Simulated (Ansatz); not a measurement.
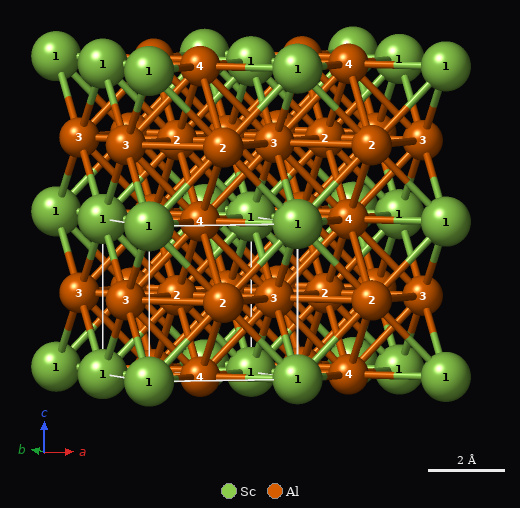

Reference structure: crystalline ScAl$_{3}$ (set up in Pm-3m). The picture is a ball-and-stick view of the cell of the calculation, repeated 2 × 2 × 2 with one cell outlined, seen from a free direction.

Computed with DFT PBE, scalar-relativistic, plane waves, PAW in Ansatz 0.2.0. (plane-wave cutoff 420 eV; k-point mesh 12 × 12 × 12; occupations gaussian; smearing width 0.1 eV; no spin polarisation)

Change: Uniaxial strain along a, +6.0 %, is applied. The b and c axes and the atoms are relaxed.

The input:
```yaml
crystal:
  lattice:
    - [4.3516504313, 0.0, 0.0]
    - [0.0, 4.0437506366, 0.0]
    - [0.0, 0.0, 4.0437506366]
  atoms:
    - { symbol: Sc, position: [0.0, 0.0, 0.0] }
    - { symbol: Al, position: [0.5, 0.0, 0.5] }
    - { symbol: Al, position: [0.0, 0.5, 0.5] }
    - { symbol: Al, position: [0.5, 0.5, 0.0] }
basis:
  ecutwfc: 420
kpoints:
  mp_grid: { grid: [12, 12, 12] }
hamiltonian:
  xc: pbe
scf:
  occupations: { method: gaussian, width: 0.1 }
output:
  forces: true
  stress: true
  eigenvalues: true
relax:
  adjacent_minimum: "off"
  f_tol: 0.008
  max_steps: 40
  cell: { stress_tol: 0.015, fix: [a, angles] }
```

Command:
```bash
ansatz run input.yaml --threads 1 --pin off --max-ram 2560MiB --backend cpu --events-out ev --progress --plain --runs-dir out
```

### Predict the response.

The energy rises by 29.5 meV per atom. The pressure goes from 0.0 to −2.9 GPa. The principal stresses (compression positive) are −8.8 GPa along a and none across it. It is metallic before and after. Cell: a 4.105 → 4.352 Å (+6.0 %), b = c 4.105 → 4.071 Å (−0.8 %). Volume +4.2 %. No atom moves by more than 0.005 Å relative to the cell. Near-neighbour distances before and after: Al–Sc 2.903 → 2.878 to 2.979 Å, Al–Al 2.903 → 2.878 to 2.979 Å. The space group (tolerance 0.01 Å) goes from Pm-3m (No. 221) to P4/mmm (No. 123).

The changed structure in the same view:

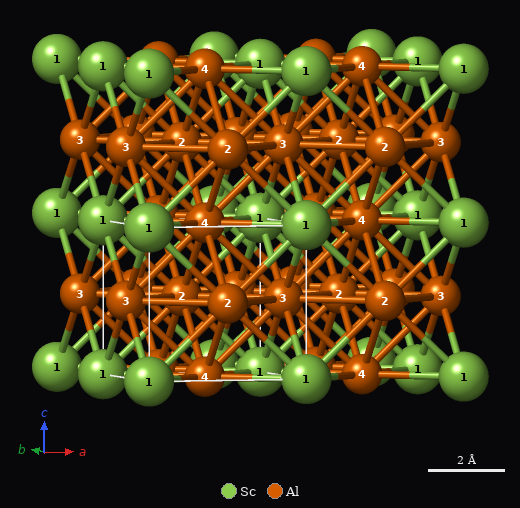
